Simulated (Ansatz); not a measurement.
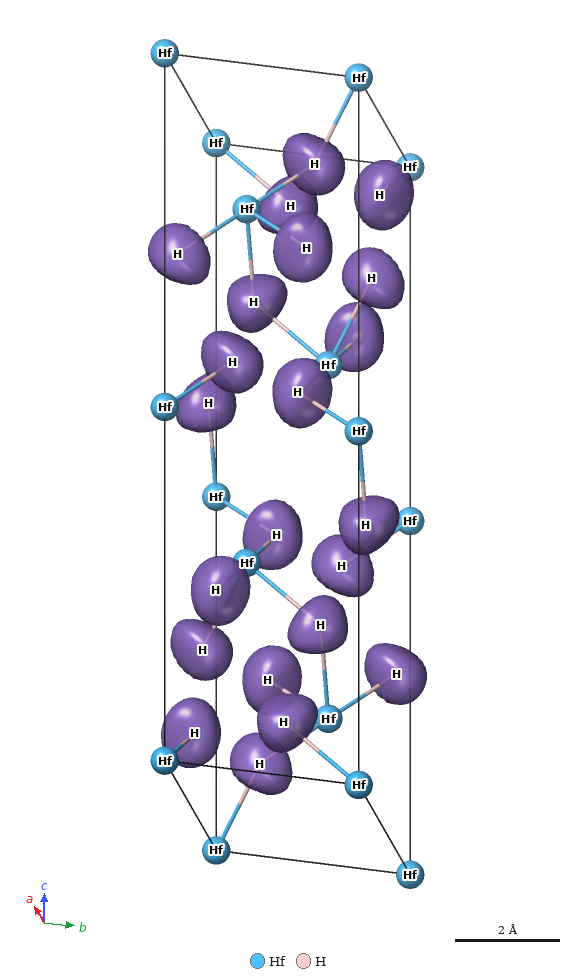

Figure 1: HfH₃. Isosurface of the electron localisation function at 0.85 (purple), seen at an oblique angle. Core shells and regions of very low density are left out. Sticks mark near contacts.

Space group R-3c; built by placing these elements on a known structure type.

The calculation used Ansatz 0.2.0, DFT, PAW plane waves, PBEsol.

Core electrons are frozen (PAW), and the valence fields are smoothed inside the atomic spheres.

```xyz
24
Lattice="3.8737 0.0000 0.0000 -1.9368 3.3547 0.0000 0.0000 0.0000 15.3816" Properties=species:S:1:pos:R:3 pbc="T T T"
Hf    0.0000    2.2365    2.5637
Hf    0.0000    0.0000    7.6908
Hf    1.9369    1.1182   12.8180
Hf    0.0000    0.0000    0.0000
Hf    1.9369    1.1182    5.1272
Hf    0.0000    2.2365   10.2545
H     0.9069    1.1182    1.2818
H    -1.0300    2.2365    6.4091
H     2.8438    0.0000   11.5362
H     2.4518    0.2263    1.2818
H     0.5150    1.3445    6.4091
H    -1.4219    2.4628   11.5362
H     2.4518    2.0102    1.2818
H     0.5150    3.1284    6.4091
H     0.5150    0.8920   11.5362
H     1.0299    0.0000    3.8454
H     2.9668    1.1182    8.9726
H     1.0300    2.2365   14.0999
H    -0.5150    0.8920    3.8454
H     1.4219    2.0102    8.9726
H    -0.5150    3.1284   14.0999
H     1.4219    2.4628    3.8454
H     1.4219    0.2263    8.9726
H    -0.5150    1.3445   14.0999
```

What do the ELF domains correspond to?

At this value the surface marks out 18 regions around hydrogen nuclei, counted in one cell of 24 atoms. Any copies at cell faces, edges or corners count once. Profiles from the grid: Hf–H (1.93 Å): the ELF climbs to about 1 towards the hydrogen; an ionic contact to a hydride ion.

What Bader charges does the calculation give?

Electrons move from Hf towards H. Bader charges: Hf +1.78 and H −0.59 e.
